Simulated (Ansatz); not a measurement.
Input of the run:

```
crystal:
  lattice:
    - [0.0, 1.937917, 1.937917]
    - [1.937917, 0.0, 1.937917]
    - [1.937917, 1.937917, 0.0]
  atoms:
    - { symbol: Ir, position: [0.0, 0.0, 0.0] }
  symmetry: { tolerance: 0.0003 }
kpoints:
  mp_grid: { grid: [11, 11, 11], shift: [0, 0, 0] }
  band_path:
    path:
      - [0.0, 0.0, 0.0]
      - [0.5, 0.0, 0.5]
      - [0.625, 0.25, 0.625]
      - [0.375, 0.375, 0.75]
      - [0.0, 0.0, 0.0]
      - [0.5, 0.5, 0.5]
      - [0.5, 0.25, 0.75]
      - [0.5, 0.0, 0.5]
    npoints: 8
magnetization:
  spin_polarized: false
scf:
  occupations: { method: methfessel_paxton, width: 0.0283 }
  lower_state_search: "off"
  max_iter: 200
hamiltonian:
  pseudopotentials: { kind: paw }
  xc: pbe
basis:
  ecutwfc: 420
  fft_grid_basis: typed
output:
  forces: true
  stress: true
  eigenvalues: true
  bader: true
  populations: true
  elf: true
  write_potential: true
  volumetric_format: npy
  dos:
    e_range: [-12, 8]
    de: 0.05
    projected: { site_lists: { Ir: [Ir] } }
checkpoint:
  read: saved_state
```

Predict the main features of the band structure and density of states. The path is Γ–X–U–K–Γ–L–W–X.

A metal: 4 bands cross the Fermi level along this path. Bands cross the Fermi level on Γ–X, X–U, K–Γ, Γ–L and W–X, and not on U–K and L–W. At L the nearest levels lie 0.66 eV below and 0.90 eV above the Fermi level. The density of states at the Fermi level is about 1 per eV and cell (mean within 0.25 eV).

The structure was built from a prototype or by substitution, so it need not be a known phase. Spin-orbit coupling is left out, which matters for Ir.

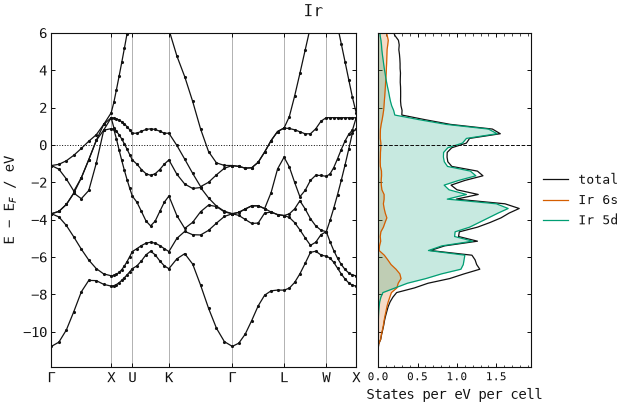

Band structure and density of states. Energies are counted from the Fermi level. The path runs straight from each named point to the next. The partial curves are projected on Löwdin-orthogonalised atomic shells.

(Drawn from a calculation with Ansatz.)
